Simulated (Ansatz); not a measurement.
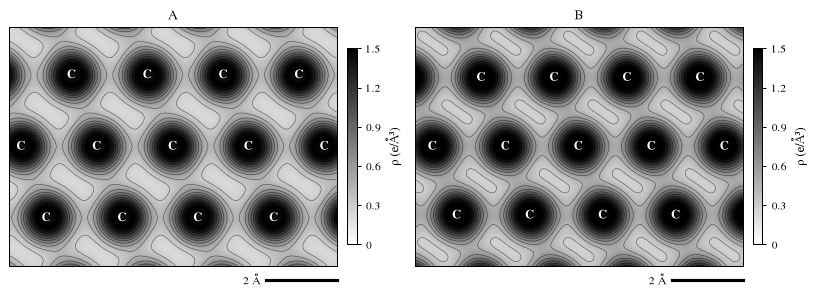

C. The valence pseudo-density of two cells that differ in size, on the (010) plane of each (indices in the axes of the calculation cell), at one length scale and on one colour scale; one has 6.8 and the other 7.6 Å³ an atom.

The calculation used DFT, revPBE, plane waves (420 eV) with PAW, scalar-relativistic in Ansatz.

The larger cell:

```
CELL_PARAMETERS angstrom
-1.23912 1.23912 1.23912
1.23912 -1.23912 1.23912
1.23912 1.23912 -1.23912
ATOMIC_POSITIONS crystal
C 0.00000 0.00000 0.00000
```

The smaller cell: a = 2.067 Å, b = 2.067 Å, c = 2.067 Å, α = 109.47°, β = 109.47°, γ = 109.47°.

> Which is the denser cell? Describe the effect of the change.

Panel B is the smaller cell, by 11 % in volume. From the larger cell to the smaller, C–C goes from 2.15 to 2.07 Å, and the density at its midpoint from 0.43 to 0.51 e/Å³; the pressure goes from −15 to −0.4 GPa.
